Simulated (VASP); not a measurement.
## Run report: HfO$_{2}$, efg calculation (part 2 of 2)

The same run, continued: HfO$_{2}$ (12 atoms in the cell); Kohn-Sham DFT of a periodic cell, PBE, VASP PAW PBE potentials, recommended, no spin polarisation (VASP 6.6.1); cutoff 520 eV, 5×5×5 k-mesh, fermi-dirac of 0.02 eV. The structure derives from an entry of the Crystallography Open Database.

Parts of OUTCAR, continued:
```
 k-point     3 :       0.4000    0.0000    0.0000
  band No.  band energies     occupation
      1     -26.4076      2.00000
      2     -26.3084      2.00000
      3     -26.3005      2.00000
      4     -26.2498      2.00000
      5     -26.1745      2.00000
      6     -26.1285      2.00000
      7     -26.1161      2.00000
      8     -26.0822      2.00000
      9     -26.0194      2.00000
     10     -26.0125      2.00000
     11     -25.9826      2.00000
     12     -25.9767      2.00000
     13     -14.4893      2.00000
     14     -13.5040      2.00000
     15     -13.4980      2.00000
     16     -13.4940      2.00000
     17     -13.3927      2.00000
     18     -12.9189      2.00000
     19     -12.9007      2.00000
     20     -12.8182      2.00000
     21      -2.4419      2.00000
     22      -1.9266      2.00000
     23      -1.3813      2.00000
     24      -1.3397      2.00000
     25      -1.2972      2.00000
     26      -1.2109      2.00000
     27      -0.4641      2.00000
     28      -0.4109      2.00000
     29      -0.1737      2.00000
     30       0.1684      2.00000
     31       0.3432      2.00000
     32       0.8116      2.00000
     33       0.8276      2.00000
     34       0.9401      2.00000
     35       1.3863      2.00000
     36       1.6240      2.00000
     37       1.7104      2.00000
     38       1.7794      2.00000
     39       1.8078      2.00000
     40       2.2423      2.00000
     41       2.4042      2.00000
     42       2.5167      2.00000
     43       2.5759      2.00000
     44       3.0019      2.00000
     45       7.2465      0.00000
     46       8.2083      0.00000
     47       8.2804      0.00000
     48       8.3627      0.00000
     49       8.8989      0.00000
     50       9.0564      0.00000
     51       9.0871      0.00000
     52       9.5441      0.00000
     53      10.2611      0.00000
     54      10.2854      0.00000
     55      10.4828      0.00000
     56      11.0703      0.00000

 k-point     4 :       0.0000    0.2000    0.0000
  band No.  band energies     occupation
      1     -26.4256      2.00000
      2     -26.4027      2.00000
      3     -26.3581      2.00000
      4     -26.2120      2.00000
      5     -26.1673      2.00000
      6     -26.1017      2.00000
      7     -26.0993      2.00000
      8     -26.0641      2.00000
      9     -26.0222      2.00000
     10     -25.9888      2.00000
     11     -25.9853      2.00000
     12     -25.9084      2.00000
     13     -14.8280      2.00000
     14     -13.6276      2.00000
     15     -13.4350      2.00000
     16     -13.4338      2.00000
     17     -13.1116      2.00000
     18     -12.9305      2.00000
     19     -12.8780      2.00000
     20     -12.7875      2.00000
     21      -2.1709      2.00000
     22      -2.0213      2.00000
     23      -2.0014      2.00000
     24      -1.4844      2.00000
     25      -1.1656      2.00000
     26      -1.0211      2.00000
     27      -0.4649      2.00000
     28      -0.3611      2.00000
     29      -0.1267      2.00000
     30       0.2502      2.00000
     31       0.4876      2.00000
     32       0.6202      2.00000
     33       0.9388      2.00000
     34       1.1623      2.00000
     35       1.3549      2.00000
     36       1.4591      2.00000
     37       1.5432      2.00000
     38       1.9920      2.00000
     39       2.0898      2.00000
     40       2.0933      2.00000
     41       2.2192      2.00000
     42       2.3358      2.00000
     43       2.8602      2.00000
     44       2.9473      2.00000
     45       7.9476      0.00000
     46       8.2339      0.00000
     47       8.3660      0.00000
     48       8.4525      0.00000
     49       8.8356      0.00000
     50       8.9067      0.00000
     51       9.3492      0.00000
     52       9.6118      0.00000
     53       9.7420      0.00000
     54       9.8042      0.00000
     55      10.2914      0.00000
     56      10.6713      0.00000

 k-point     5 :       0.2000    0.2000    0.0000
  band No.  band energies     occupation
      1     -26.4102      2.00000
      2     -26.3783      2.00000
      3     -26.3460      2.00000
      4     -26.2336      2.00000
      5     -26.1651      2.00000
      6     -26.1073      2.00000
      7     -26.0944      2.00000
      8     -26.0717      2.00000
      9     -26.0286      2.00000
     10     -25.9958      2.00000
     11     -25.9858      2.00000
     12     -25.9282      2.00000
     13     -14.6954      2.00000
     14     -13.6022      2.00000
     15     -13.4577      2.00000
     16     -13.4421      2.00000
     17     -13.1504      2.00000
     18     -12.9494      2.00000
     19     -12.9059      2.00000
     20     -12.8346      2.00000
     21      -2.1906      2.00000
     22      -1.9698      2.00000
     23      -1.7486      2.00000
     24      -1.4669      2.00000
     25      -1.2149      2.00000
     26      -0.9150      2.00000
     27      -0.4940      2.00000
     28      -0.4089      2.00000
     29       0.0127      2.00000
     30       0.1001      2.00000
     31       0.2030      2.00000
     32       0.7640      2.00000
     33       0.8633      2.00000
     34       1.1325      2.00000
     35       1.3930      2.00000
     36       1.4992      2.00000
     37       1.6637      2.00000
     38       1.8435      2.00000
     39       2.0617      2.00000
     40       2.1696      2.00000
     41       2.2379      2.00000
     42       2.3577      2.00000
     43       2.5651      2.00000
     44       2.8993      2.00000
     45       7.7478      0.00000
     46       8.0230      0.00000
     47       8.3234      0.00000
     48       8.5660      0.00000
     49       8.8443      0.00000
     50       9.1061      0.00000
     51       9.3678      0.00000
     52       9.5538      0.00000
     53       9.7580      0.00000
     54      10.0472      0.00000
     55      10.1767      0.00000
     56      10.8930      0.00000

 [... the levels of 18 k-points are left out ...]

 k-point    24 :      -0.2000    0.4000    0.2000
  band No.  band energies     occupation
      1     -26.4112      2.00000
      2     -26.3763      2.00000
      3     -26.3219      2.00000
      4     -26.2579      2.00000
      5     -26.1990      2.00000
      6     -26.1485      2.00000
      7     -26.0715      2.00000
      8     -26.0524      2.00000
      9     -26.0268      2.00000
     10     -26.0067      2.00000
     11     -25.9527      2.00000
     12     -25.9262      2.00000
     13     -14.3326      2.00000
     14     -13.9318      2.00000
     15     -13.4983      2.00000
     16     -13.4518      2.00000
     17     -13.1350      2.00000
     18     -13.0656      2.00000
     19     -12.8430      2.00000
     20     -12.8230      2.00000
     21      -1.8912      2.00000
     22      -1.6113      2.00000
     23      -1.3179      2.00000
     24      -1.1946      2.00000
     25      -1.1051      2.00000
     26      -0.9028      2.00000
     27      -0.7306      2.00000
     28      -0.5327      2.00000
     29      -0.2950      2.00000
     30       0.0177      2.00000
     31       0.3521      2.00000
     32       0.5988      2.00000
     33       0.8250      2.00000
     34       1.0706      2.00000
     35       1.1104      2.00000
     36       1.4652      2.00000
     37       1.6622      2.00000
     38       1.7196      2.00000
     39       1.9828      2.00000
     40       2.0668      2.00000
     41       2.1129      2.00000
     42       2.2094      2.00000
     43       2.4991      2.00000
     44       2.5870      2.00000
     45       7.9445      0.00000
     46       8.0410      0.00000
     47       8.5248      0.00000
     48       8.6000      0.00000
     49       8.6945      0.00000
     50       9.1200      0.00000
     51       9.2541      0.00000
     52       9.4020      0.00000
     53       9.8373      0.00000
     54      10.0878      0.00000
     55      10.3074      0.00000
     56      10.5432      0.00000

 [... further k-points ...]

------------------------ aborting loop because EDIFF is reached ----------------------------------------

  FORCE on cell =-STRESS in cart. coord.  units (eV):
  Direction    XX          YY          ZZ          XY          YZ          ZX
  --------------------------------------------------------------------------------------
  -------------------------------------------------------------------------------------
  Total        2.3299039      1.7058313      2.8451940      0.0000000      0.0000000      0.2309323
  in kB       26.9762122     19.7505423     32.9423697      0.0000000      0.0000000      2.6737926
  external PRESSURE =      26.5563747 kB  Pullay stress =       0.0000000 kB

 VOLUME and BASIS-vectors are now :
 -----------------------------------------------------------------------------
  energy-cutoff  :      520.00
  volume of cell :      138.38
      direct lattice vectors                 reciprocal lattice vectors
     5.118000000  0.000000000  0.000000000     0.195388824  0.000000000  0.032178259
     0.000000000  5.185700000  0.000000000     0.000000000  0.192837997  0.000000000
    -0.858663060  0.000000000  5.213867141     0.000000000  0.000000000  0.191796218

 POSITION                                       TOTAL-FORCE (eV/Angst)
 -----------------------------------------------------------------------------------
      1.23141      0.20587      1.08448         0.159459      0.017542      0.030334
      3.45726      2.79872      1.52245        -0.159459      0.017542     -0.030334
      3.02793      4.97983      4.12938        -0.159459     -0.017542     -0.030334
      0.80208      2.38698      3.69142         0.159459     -0.017542      0.030334
      1.88420      3.93128      2.50318        -0.114121     -0.031535     -0.078753
      2.80447      1.33843      0.10376         0.114121     -0.031535      0.078753
      2.37513      1.25442      2.71069         0.114121      0.031535      0.078753
      1.45487      3.84727      5.11011        -0.114121      0.031535     -0.078753
      0.08206      1.71958      1.80765        -0.403968      0.180203     -0.117897
      4.60661      4.31243      0.79929         0.403968      0.180203      0.117897
      4.17728      3.46612      3.40622         0.403968     -0.180203      0.117897
     -0.34727      0.87327      4.41458        -0.403968     -0.180203     -0.117897
 -----------------------------------------------------------------------------------
    total drift:                                0.000000     -0.000000      0.000000

  FREE ENERGIE OF THE ION-ELECTRON SYSTEM (eV)
  ---------------------------------------------------
  free  energy   TOTEN  =      -122.0286066647 eV

  energy  without entropy=     -122.0286066647  energy(sigma->0) =     -122.02860666

 Electric field gradients (V/A^2)
---------------------------------------------------------------------
 ion       V_xx      V_yy      V_zz      V_xy      V_xz      V_yz
---------------------------------------------------------------------
   1       6.396   -61.541    55.145    23.886   -65.379    10.281
   2       6.396   -61.541    55.145   -23.886   -65.379   -10.281
   3       6.396   -61.541    55.145    23.886   -65.379    10.281
   4       6.396   -61.541    55.145   -23.886   -65.379   -10.281
   5       4.564    -0.260    -4.304     2.807    -6.889    -4.443
   6       4.564    -0.260    -4.304    -2.807    -6.889     4.443
   7       4.564    -0.260    -4.304     2.807    -6.889    -4.443
   8       4.564    -0.260    -4.304    -2.807    -6.889     4.443
   9      -2.531     2.499     0.032    -7.798    -1.239     5.221
  10      -2.531     2.499     0.032     7.798    -1.239    -5.221
  11      -2.531     2.499     0.032    -7.798    -1.239     5.221
  12      -2.531     2.499     0.032     7.798    -1.239    -5.221
---------------------------------------------------------------------

 Electric field gradients after diagonalization (V/A^2)
 (convention: |V_zz| > |V_xx| > |V_yy|)
----------------------------------------------------------------------
 ion       V_xx      V_yy      V_zz     asymmetry (V_yy - V_xx)/ V_zz
----------------------------------------------------------------------
   1     -78.242   -22.474   100.716       0.554
   2     -78.242   -22.474   100.716       0.554
   3     -78.242   -22.474   100.716       0.554
   4     -78.242   -22.474   100.716       0.554
   5      -8.939    -1.435    10.374       0.723
   6      -8.939    -1.435    10.374       0.723
   7      -8.939    -1.435    10.374       0.723
   8      -8.939    -1.435    10.374       0.723
   9      -8.791    -1.766    10.557       0.665
  10      -8.791    -1.766    10.557       0.665
  11      -8.791    -1.766    10.557       0.665
  12      -8.791    -1.766    10.557       0.665
----------------------------------------------------------------------

           NMR quadrupolar parameters

 Cq : quadrupolar parameter    Cq=e*Q*V_zz/h
 eta: asymmetry parameters     (V_yy - V_xx)/ V_zz
 Q  : nuclear electric quadrupole moment in mb (millibarn)
----------------------------------------------------------------------
 ion       Cq(MHz)       eta       Q (mb)
----------------------------------------------------------------------
   1       0.244       0.554       1.000
   2       0.244       0.554       1.000
   3       0.244       0.554       1.000
   4       0.244       0.554       1.000
   5       0.025       0.723       1.000
   6       0.025       0.723       1.000
   7       0.025       0.723       1.000
   8       0.025       0.723       1.000
   9       0.026       0.665       1.000
  10       0.026       0.665       1.000
  11       0.026       0.665       1.000
  12       0.026       0.665       1.000
----------------------------------------------------------------------
```

CONTCAR:
```
HfO2
   1.00000000000000
     5.1180000000000003    0.0000000000000000    0.0000000000000000
     0.0000000000000000    5.1856999999999998    0.0000000000000000
    -0.8586630598000000    0.0000000000000000    5.2138671405999997
  Hf              O
     4     8
Direct
     0.2755000000000010    0.0397000000000034    0.2079999999999984
     0.7244999999999990    0.5397000000000034    0.2920000000000016
     0.7244999999999990    0.9602999999999966    0.7920000000000016
     0.2755000000000010    0.4602999999999966    0.7079999999999984
     0.4487000000000023    0.7580999999999989    0.4801000000000002
     0.5512999999999977    0.2580999999999989    0.0198999999999998
     0.5512999999999977    0.2419000000000011    0.5198999999999998
     0.4487000000000023    0.7419000000000011    0.9801000000000002
     0.0741999999999976    0.3316000000000017    0.3466999999999985
     0.9258000000000024    0.8316000000000017    0.1533000000000015
     0.9258000000000024    0.6683999999999983    0.6533000000000015
     0.0741999999999976    0.1683999999999983    0.8466999999999985

  0.00000000E+00  0.00000000E+00  0.00000000E+00
  0.00000000E+00  0.00000000E+00  0.00000000E+00
  0.00000000E+00  0.00000000E+00  0.00000000E+00
  0.00000000E+00  0.00000000E+00  0.00000000E+00
  0.00000000E+00  0.00000000E+00  0.00000000E+00
  0.00000000E+00  0.00000000E+00  0.00000000E+00
  0.00000000E+00  0.00000000E+00  0.00000000E+00
  0.00000000E+00  0.00000000E+00  0.00000000E+00
  0.00000000E+00  0.00000000E+00  0.00000000E+00
  0.00000000E+00  0.00000000E+00  0.00000000E+00
  0.00000000E+00  0.00000000E+00  0.00000000E+00
  0.00000000E+00  0.00000000E+00  0.00000000E+00
```

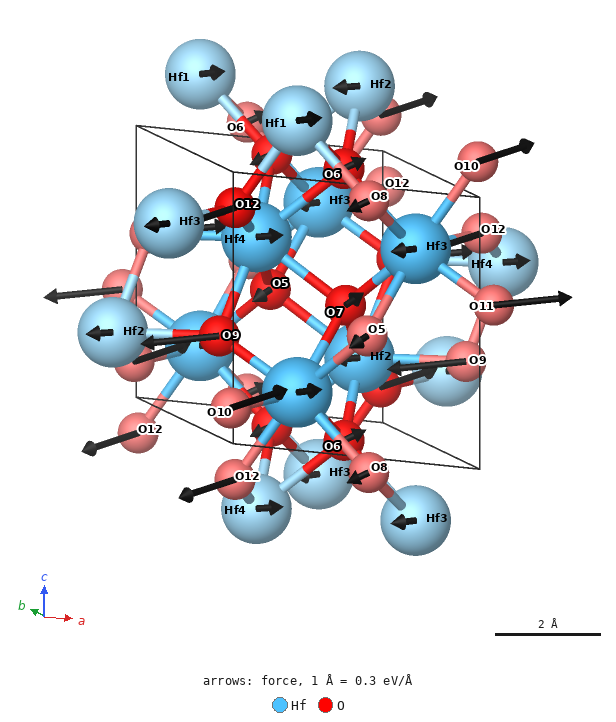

Figure 1. Forces on the atoms as black arrows (ball-and-stick view of the cell of the calculation, seen slightly off an axis; neighbours outside the cell are drawn fainter; atoms are numbered from 1 in the order of the input). The largest act on O9, O10, O11, O12 (0.46 eV/Å); all 4 Hf atoms (0.16 eV/Å); O5, O6, O7, O8 (0.14 eV/Å). The geometry is not a stationary point of this energy.

This output came from the following input.

INCAR:
```
PREC = Accurate ; ENCUT = 520
EDIFF = 1E-8 ; ISMEAR = -1
SIGMA = 0.02 ; LREAL = F
LASPH = T ; NELM = 100
ALGO = Fast ; ISIF = 2
LWAVE = F ; LCHARG = F
GGA = PE ; LEFG = T
NBANDS = 56
```

KPOINTS:
```
regular mesh
0
Gamma
  5 5 5
```

POSCAR:
```
HfO2
1.0
    5.1180000000      0.0000000000      0.0000000000
    0.0000000000      5.1857000000      0.0000000000
   -0.8586630598      0.0000000000      5.2138671406
Hf O
4 8
Direct
    0.2755000000      0.0397000000      0.2080000000
    0.7245000000      0.5397000000      0.2920000000
    0.7245000000      0.9603000000      0.7920000000
    0.2755000000      0.4603000000      0.7080000000
    0.4487000000      0.7581000000      0.4801000000
    0.5513000000      0.2581000000      0.0199000000
    0.5513000000      0.2419000000      0.5199000000
    0.4487000000      0.7419000000      0.9801000000
    0.0742000000      0.3316000000      0.3467000000
    0.9258000000      0.8316000000      0.1533000000
    0.9258000000      0.6684000000      0.6533000000
    0.0742000000      0.1684000000      0.8467000000
```

Launched with:
```bash
cat potpaw_PBE.64/Hf_pv/POTCAR potpaw_PBE.64/O/POTCAR > POTCAR
mpirun -np 1 vasp_std > vasp.out
```

Results in brief:

| quantity | value |
| --- | --- |
| outcome | converged |
| space group (tolerance 0.01 Å) | P2₁/c (14) |
| electrons treated | 88 |
| free energy | −122.0286 eV |
| gap on the k-point mesh | 4.16 eV |
| pressure | 2.66 GPa |
| largest force (length of the vector) | 0.458 eV/Å |
| hardware | 1 thread of AMD EPYC (Zen 3), 1656 GiB of memory available, shared host |
| wall time | 9.1 min |
| peak memory | 0.35 GiB |

Spin–orbit coupling is left out, which matters for Hf.
